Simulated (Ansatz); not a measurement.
```xyz
6
Lattice="3.2837 0.0000 0.0000 0.0000 3.2837 0.0000 0.0000 0.0000 8.2120" Properties=species:S:1:pos:R:3 pbc="T T T"
Ta    0.0000    0.0000    0.0000
Ta    1.6418    1.6418    4.1060
Si    0.0000    0.0000    2.7244
Si    1.6418    1.6418    6.8304
Si    0.0000    0.0000    5.4876
Si    1.6418    1.6418    1.3816
```

Space group I4/mmm; a generated structure, not necessarily the stable one; computed without spin polarisation.

These are results of DFT PBE, scalar-relativistic, plane waves, PAW in Ansatz, not measurements.

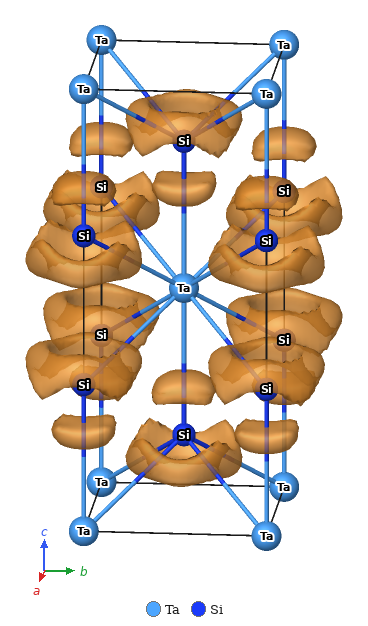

TaSi2. Isosurface of the electron localisation function at 0.7 (orange), seen at an oblique angle. Only the valence region is drawn (cores and ρ < 0.01 e/Å³ removed). Sticks mark near contacts.

In a PAW calculation such maps are meaningful between the atoms, not at the nuclei.

Q: Where are the electrons localised?

A: The surface consists of four lobes of the valence shell of Si pointing towards Ta (polar bonds) and four regions wrapped around Si (the valence shell of each), counted in one cell of 6 atoms. Regions shared between cells count once. Along the contacts the grid gives the following. Ta–Si (2.70 Å): the ELF peaks at about 0.75 in the valence shell of Si, 0.9 Å from its nucleus, and is about 0.40 at the midpoint.

Q: Does the calculation give a band gap?

A: It is metallic or semimetallic at this level of theory: no gap opens.
